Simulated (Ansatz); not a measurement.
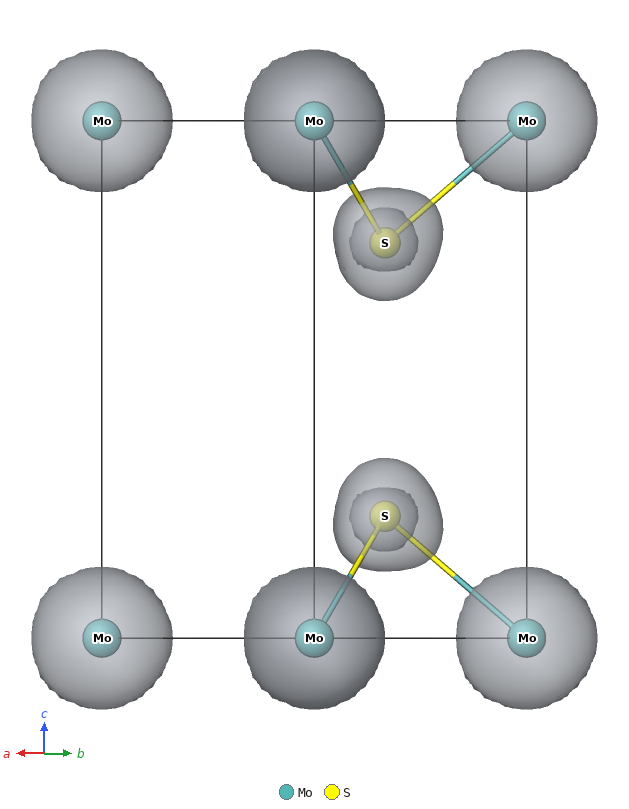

Figure 1: MoS2. Isosurface of the valence charge density (pseudo) at 1 e/Å³ (grey), seen along [110]. Sticks mark near contacts.

Space group P-6m2; a structure from a database of computed crystals, not necessarily the ambient phase; computed without spin polarisation.

Computed with DFT PBE+D3(BJ), scalar-relativistic, plane waves, PAW (Ansatz).

In a PAW calculation such maps are meaningful between the atoms, not at the nuclei.

```xyz
3
Lattice="3.1495 0.0000 0.0000 -1.5747 2.7275 0.0000 0.0000 0.0000 6.6454" Properties=species:S:1:pos:R:3 pbc="T T T"
Mo    0.0000    0.0000    0.0000
S     0.0000    1.8184    1.5668
S     0.0000    1.8184    5.0786
```

What does this surface tell about the bonding?

Answer. At this value the density breaks into separate islands; it holds about 45 % of the electrons treated as valence (semicore included). It bridges none of the near contacts. It is pinched off along the shortest Mo–S (2.40 Å) contacts. On the grid the lowest density along these lines, outside the cores, is 0.61 e/Å³ (Mo–S, 2.40 Å).

Does the calculation give a band gap?

Answer. It is gapped, with a Kohn–Sham gap of 1.2 eV on the k-point mesh, an upper bound to the gap of this method.
